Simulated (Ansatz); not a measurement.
This input was run:

```
crystal:
  lattice:
    - [3.2794963785, 0.0, 0.0]
    - [-1.6397481892, 2.8401271754, 0.0]
    - [0.0, 0.0, 5.2933196432]
  atoms:
    - { symbol: Zn, position: [0.3333333333, 0.6666666667, 0.4999697864] }
    - { symbol: Zn, position: [0.6666666667, 0.3333333333, -3.02136e-05] }
    - { symbol: O, position: [0.6666666667, 0.3333333333, 0.3790402136] }
    - { symbol: O, position: [0.3333333333, 0.6666666667, 0.8790402136] }
basis:
  ecutwfc: 420
kpoints:
  mp_grid: { grid: [12, 12, 6] }
  band_path:
    path:
      - [[0.0, 0.0, 0.0], [0.5, 0.0, 0.0], [0.33333333, 0.33333333, 0.0], [0.0, 0.0, 0.0], [0.0, 0.0, 0.5], [0.5, 0.0, 0.5], [0.33333333, 0.33333333, 0.5], [0.0, 0.0, 0.5]]
      - [[0.5, 0.0, 0.5], [0.5, 0.0, 0.0]]
      - [[0.33333333, 0.33333333, 0.5], [0.33333333, 0.33333333, 0.0]]
    npoints: 14
hamiltonian:
  xc: pbe
scf:
  occupations: { method: gaussian, width: 0.02 }
  n_extra_bands: 10
output:
  forces: true
  stress: true
  eigenvalues: true
  populations: true
  dos: { projected: true, de: 0.02, nscf_kmesh: { grid: [18, 18, 9] } }
  bader: true
  write_density: true
  write_potential: true
  elf: true
  volumetric_format: npy
```

Command:
```bash
ansatz run input.yaml --threads 1 --pin off --max-ram 2560MiB --backend cpu --events-out ev --progress --plain --runs-dir out
```

What does the calculation give for the electronic structure?

There is a gap; over the k points computed it is 0.74 eV. By projected weight, the top eV of the valence band is O 2p (75 %) and Zn 3d (25 %). The upper group of valence states starts about 5.9 eV under the valence-band top (which lies at −0.4 eV on this axis), with a gap beneath it; it holds about 32 electrons a cell. Over the range shown, the centre of the Zn 3d weight lies 4.7 eV below the Fermi level, and the shell is essentially full.

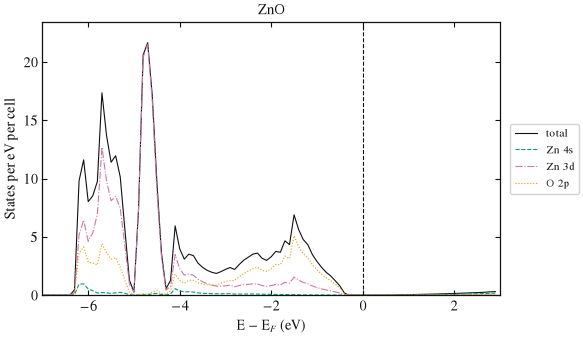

Density of states. Energies are counted from the Fermi level. The partial curves are projected on Löwdin-orthogonalised atomic shells.
